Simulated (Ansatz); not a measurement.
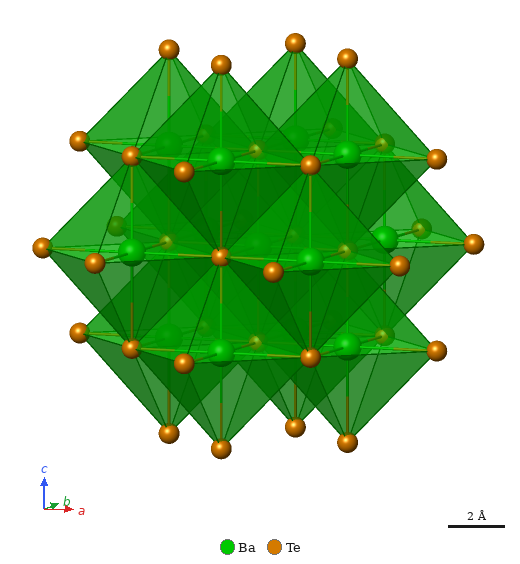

This is solid BaTe (built on the rocksalt type). Style: polyhedral. Shown: the conventional cell (4 times the calculation's cell), slightly off an axis. Lengths and directions refer to the drawn axes.

These are results of DFT PBEsol, scalar-relativistic, plane waves, PAW (Ansatz), not measurements. Settings: plane-wave cutoff 420 eV; k-point mesh 8 × 8 × 8; occupations gaussian; smearing width 0.05 eV; no spin polarisation.

Now this is done to it. All lengths are scaled by +1.3 % (volume +4.0 %), the atoms keeping their fractional coordinates. No relaxation follows.

Question: Predict the response.

Answer: Some distances before and after: Ba–Te 3.471 → 3.517 Å. The space group stays Fm-3m (No. 225). Energy change: +6.3 meV per atom. The pressure goes from 0.0 to −1.2 GPa. All forces vanish by symmetry.
